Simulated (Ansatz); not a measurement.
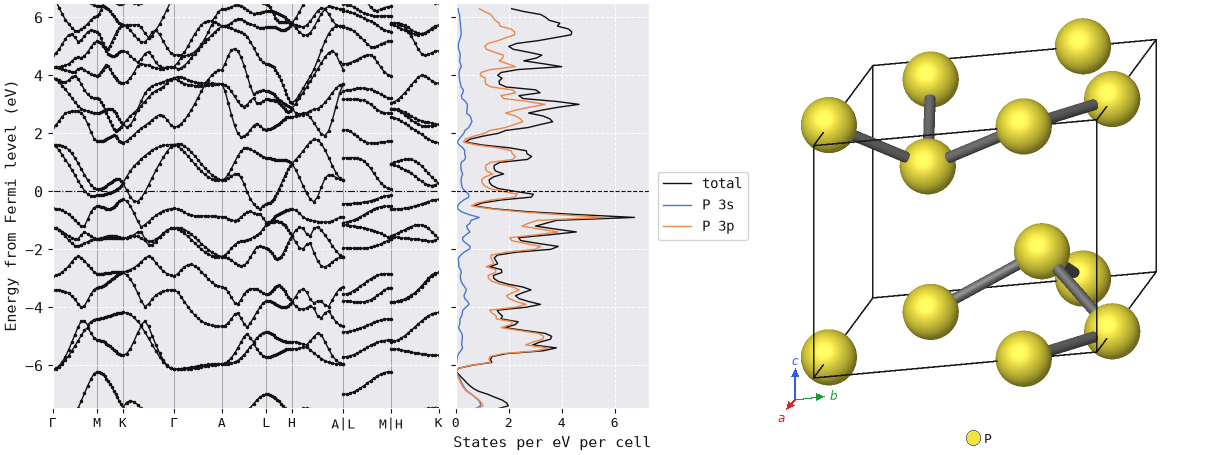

Band structure and density of states, beside the structure. Energies are counted from the Fermi level. The partial curves are projected on Löwdin-orthogonalised atomic shells.

System: P, space group P321, 5 atoms in the cell; a = 5.30 Å, b = 5.30 Å, c = 4.29 Å, α = 90.00°, β = 90.00°, γ = 120.00°.

Level of theory: DFT PBE, scalar-relativistic, plane waves, PAW, no spin polarisation, 12×12×10 k mesh, 420 eV cutoff; code Ansatz 0.2.0.

Is there a gap at the Fermi level?

Answer. A metal: 1 band crosses the Fermi level along this path.

Which levels at A lie nearest to the Fermi level?

Answer. At A the nearest levels lie 0.87 eV below and 0.39 eV above the Fermi level.

The structure is an invented one, so it need not be a known or stable phase.
